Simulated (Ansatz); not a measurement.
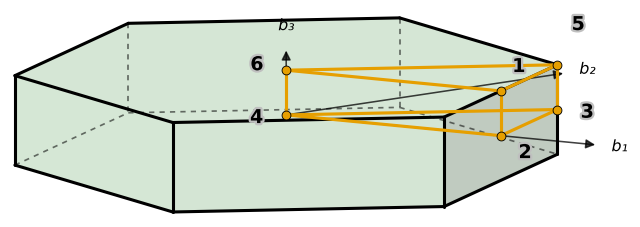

Crystal: MoSe2, the geometry relaxed with DFT PBE, scalar-relativistic, plane waves, PAW (Ansatz). The first Brillouin zone of a primitive hexagonal lattice (hP; extended symbol hP2) is drawn with its special points numbered. All values are computed from the atomic coordinates in the standard setting (tolerance 0.002 Å).

a = 3.321 Å, b = 3.321 Å, c = 14.829 Å, α = 90.00°, β = 90.00°, γ = 120.00°.

Labels and path follow the convention of Hinuma et al. (2017), as computed by seekpath; the arrows show the directions of the reciprocal primitive vectors b₁, b₂, b₃, in which coordinates are given.

Q: Which special point is each number?

A:
```json
{"no.": "1", "label": "L", "coordinates": "(1/2, 0, 1/2)"}
{"no.": "2", "label": "M", "coordinates": "(1/2, 0, 0)"}
{"no.": "3", "label": "K", "coordinates": "(1/3, 1/3, 0)"}
{"no.": "4", "label": "Γ", "coordinates": "(0, 0, 0)"}
{"no.": "5", "label": "H", "coordinates": "(1/3, 1/3, 1/2)"}
{"no.": "6", "label": "A", "coordinates": "(0, 0, 1/2)"}
```
